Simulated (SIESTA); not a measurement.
# A series of single points on Be

System: Be (P6₃/mmc, 2 atoms in the cell).
Method: Kohn-Sham DFT of a periodic cell, PBE, PseudoDojo 0.4 standard, converted to PSML, no spin polarisation (SIESTA 5.4.2).

The 7 runs differ only in the geometry, by an even scaling of the cell at fixed fractional positions. The structure derives from an entry of the Crystallography Open Database.

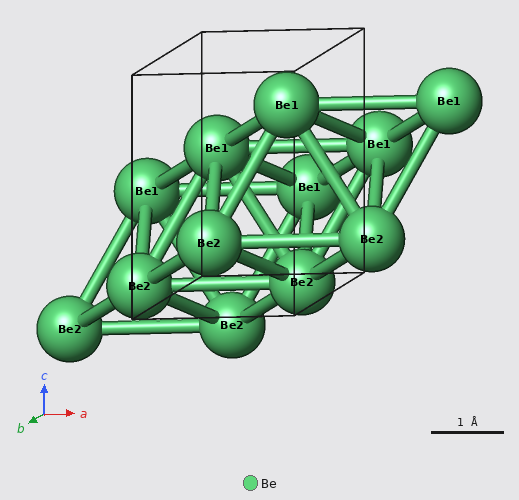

Figure 1. The structure of run 4 (ball-and-stick view of the cell of the calculation, repeated 2 × 3 × 1, seen at an oblique angle; atoms are numbered from 1 in the order of the input). An atom can appear more than once, as a periodic image.

**Input of run 4**
```
SystemName                      Beryllium
SystemLabel                     Be
NumberOfSpecies                 1
NumberOfAtoms                   2
%block ChemicalSpeciesLabel
  1   4 Be
%endblock ChemicalSpeciesLabel

LatticeConstant                 1.0 Ang
%block LatticeVectors
     2.2853000000     0.0000000000     0.0000000000
    -1.1426500000     1.9791278553     0.0000000000
     0.0000000000     0.0000000000     3.5842000000
%endblock LatticeVectors
AtomicCoordinatesFormat         Ang
%block AtomicCoordinatesAndAtomicSpecies
     1.1426500001     0.6597092850     2.6881500000  1
    -0.0000000001     1.3194185703     0.8960500000  1
%endblock AtomicCoordinatesAndAtomicSpecies

%block kgrid.MonkhorstPack
   13   0   0  0.0
    0  13   0  0.0
    0   0   8  0.0
%endblock kgrid.MonkhorstPack
XC.Functional                   GGA
XC.Authors                      PBE
PAO.BasisSize                   DZP
PAO.EnergyShift                 0.003 Ry
Mesh.Cutoff                     800 Ry
OccupationFunction              FD
ElectronicTemperature           0.05 eV
MaxSCFIterations                120
SCF.MustConverge                false
SCF.Mixer.Method                Pulay
SCF.Mixer.Weight                0.25
SCF.Mixer.History               8
SCF.DM.Tolerance                5.0e-05
SCF.H.Tolerance                 1.0e-03 eV
WriteForces                     true
Charge.Mulliken                 end
%block PAO.PolarizationScheme
  Be non-perturbative
%endblock PAO.PolarizationScheme
%block PAO.Basis
  Be 3
  n=1 0 2
    2.105 0.000
  n=2 0 2
    8.861 0.000
  n=2 1 1
    8.861
%endblock PAO.Basis
```

Command:
```bash
siesta < Be.fdf > Be.out 2>&1
```

Run 3 differs from it as follows:
```diff
-     2.2853000000     0.0000000000     0.0000000000
-    -1.1426500000     1.9791278553     0.0000000000
-     0.0000000000     0.0000000000     3.5842000000
+     2.2699619540     0.0000000000     0.0000000000
+    -1.1349809770     1.9658447178     0.0000000000
+     0.0000000000     0.0000000000     3.5601442416
-     1.1426500001     0.6597092850     2.6881500000  1
-    -0.0000000001     1.3194185703     0.8960500000  1
+     1.1349809771     0.6552815725     2.6701081812  1
+    -0.0000000001     1.3105631453     0.8900360604  1
```

**Results, with one run withheld**

```csv
run,volume per atom (Å³),"free energy per atom, from the lowest run given (meV)",pressure (GPa)
1,7.619,4.02,5.51
2,7.781,0.00,2.58
3,7.943,?,?
4,8.105,0.08,−2.50
5,8.268,3.73,−4.69
6,8.430,9.51,−6.70
7,8.592,17.23,−8.51
```

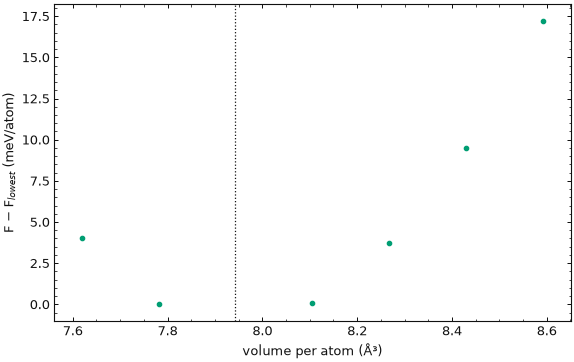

Figure 2. Free energy per atom of the runs given; the dotted line marks run 3.

Fit the runs given and predict run 3.

A cubic polynomial in V^(−2/3) (the Birch–Murnaghan form), fitted to the 6 runs given, misses them by at most 0.01 meV per atom. With x = V^(−2/3) − 0.24752 Å⁻², it reads F = 0.32456 − 828.06 x + 1.1052e+05 x² − 1.3742e+05 x³ (meV per atom). At run 3 it gives −1.23 meV per atom, and the run itself gives −1.24. The slope of the fit gives a pressure −dF/dV of −0.07 GPa there, and the run prints −0.07 GPa. The fit has its minimum at 7.938 Å³ per atom, where V d²F/dV² gives 123 GPa. Cell shape and fractional positions are held, so this is the stiffness under even scaling; the relaxed bulk modulus wasn't computed.

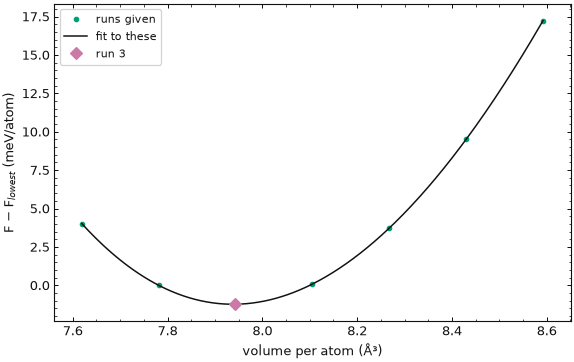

Figure 3. The fit and the withheld run.

**Some lines of the output (run 3)**
```
[...]
outcell: Cell volume (Ang**3)        :     15.8868
stepf: Fermi-Dirac step function
siesta: Etot    =      -758.957658
siesta: FreeEng =      -758.958789
        iscf     Eharris(eV)        E_KS(eV)     FreeEng(eV)     dDmax    Ef(eV) dHmax(eV)
siesta: E_KS(eV) =             -758.9582
siesta: E_KS - E_eggbox =      -758.9582
siesta: Etot    =      -758.958194
siesta: FreeEng =      -758.959397
siesta:         Fermi =     -16.719325
siesta: Cell volume =         15.886762 Ang**3
    Orbital volume contribution        =           2.532055 eV
```

Notes: Points of doubt noted for this run: mulliken charges of long orbitals. With a small basis of atomic orbitals these values can differ much from converged plane-wave results.
